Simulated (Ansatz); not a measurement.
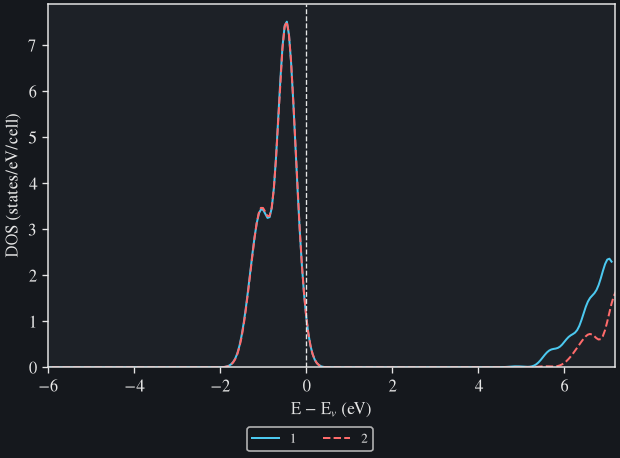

Total densities of states of KBr, space group Fm-3m, 2 atoms in the cell, rocksalt type, hydrostatic strain −5.0%, by two methods on the same cell. The curves are built from the levels of the k mesh with Gaussians 0.4 eV wide, which also blur the band edges. Each is counted from its own valence-band top.

**Which curve is which? The methods: r2SCAN, PBE.**

1 is PBE; 2 is r2SCAN. PBE gives a gap of 4.89 eV and r2SCAN gives a gap of 5.56 eV.

Settings. PBE: DFT, PBE, plane waves, PAW, no spin polarisation, 6×6×6 k mesh, 420 eV cutoff, Fermi-Dirac smearing of 0.02 eV (Ansatz). r2SCAN: DFT, r2SCAN, plane waves, PAW, no spin polarisation, 6×6×6 k mesh, 500 eV cutoff (Ansatz 0.2.0).
